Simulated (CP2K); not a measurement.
```
Ga As
1.0
     3.81014    0.00000    0.00000
     0.00000    3.81014    0.00000
     0.00000    0.00000    2.73891
Ga As
1 1
Direct
  0.50000 0.50000 0.50000
  0.00000 0.00000 0.50000
```

Space group P4/mmm; a generated structure, not necessarily the stable one.

Theory: Kohn-Sham DFT of a periodic cell, PBE, GTH-PBE with UZH-TZVP basis in CP2K 2026.2.

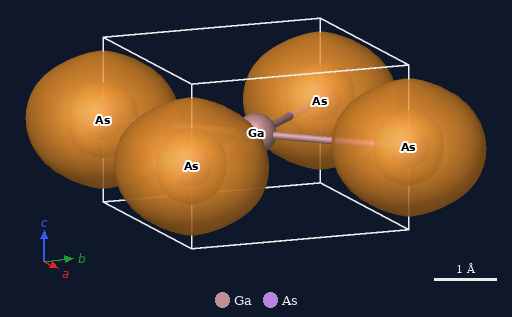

GaAs. Isosurface of the ELF at 0.65 (orange), seen slightly off an axis. Only the valence region is drawn (cores and ρ < 0.01 e/Å³ removed). Sticks mark near contacts.

In a pseudopotential calculation such maps are meaningful between the atoms, not at the nuclei.

**Where are the electrons localised?**

The surface consists of one region wrapped around As (its valence shell), counted in one cell of 2 atoms. Any copies at cell faces, edges or corners count once. Profiles from the grid: Ga–As (2.69 Å): the ELF is about 0.60 at the midpoint. Ga–Ga (2.74 Å): the ELF reaches about 0.55 near the midpoint.
